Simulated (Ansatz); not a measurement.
```
CELL_PARAMETERS angstrom
4.24170 0.00000 0.00000
-2.12085 3.67342 0.00000
0.00000 0.00000 10.35772
ATOMIC_POSITIONS crystal
Ge 0.00000 0.00000 0.88186
Ge 0.66667 0.33333 0.53552
Sn 0.33333 0.66667 0.20802
Sn 0.66667 0.33333 0.79198
Ge 0.33333 0.66667 0.46448
Ge 0.00000 0.00000 0.11814
```

Space group P-3m1; started from the ordered alloy on diamond lattice prototype, which need not be the ambient phase; computed pressure about 2 GPa in this cell.

Theory: DFT, PBE with spin-orbit coupling, plane waves, PAW in Ansatz.

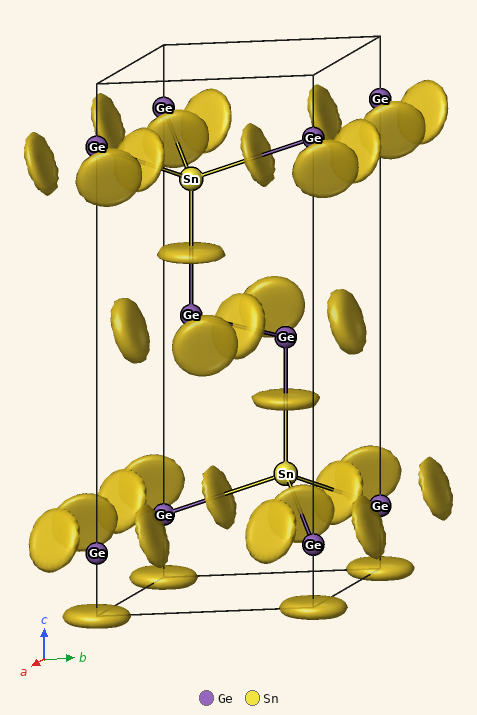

SnGe2. Isosurface of the ELF at 0.65 (yellow), seen slightly off an axis. Only the valence region is drawn (cores and ρ < 0.01 e/Å³ removed). Sticks mark near contacts.

Core electrons are frozen (PAW), and the valence fields are smoothed inside the atomic spheres.

Describe the localisation domains.

Answer. The surface consists of four regions between bonded Ge–Ge atoms (shared pairs) and eight regions between bonded Ge–Sn atoms (shared pairs), counted in one cell of 6 atoms. Any copies at cell faces, edges or corners count once. Profiles from the grid: Ge–Ge (2.45 Å): the ELF peaks at about 0.75 between the atoms. Sn–Ge (2.62 Å): the ELF peaks at about 0.70 between the atoms.
